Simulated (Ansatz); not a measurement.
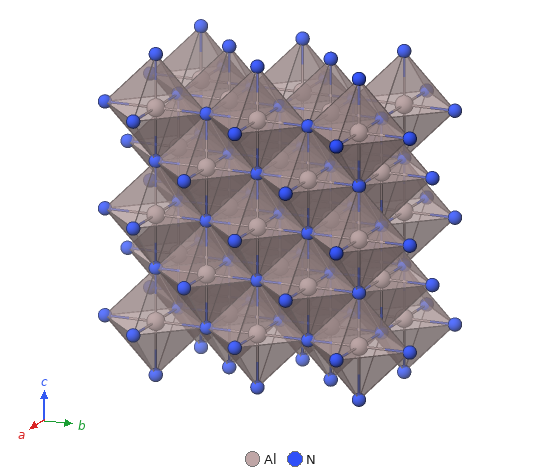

Polyhedra are drawn about Al (bonds: Al–N below 2.3 Å); other atoms are plain spheres.

The compound is AlN (space group Fm-3m, No. 225), taken as the geometry relaxed with DFT, r2SCAN+rVV10, plane waves, PAW in Ansatz.

Sharing among the drawn polyhedra:

```json
{"site": "Al", "polyhedron": "AlN6 octahedron", "corner-sharing neighbours": "6", "edge-sharing": "12", "face-sharing": "0", "bond (Å)": "2.02"}
```

They form a three-dimensional framework of corner- and edge-sharing octahedra.
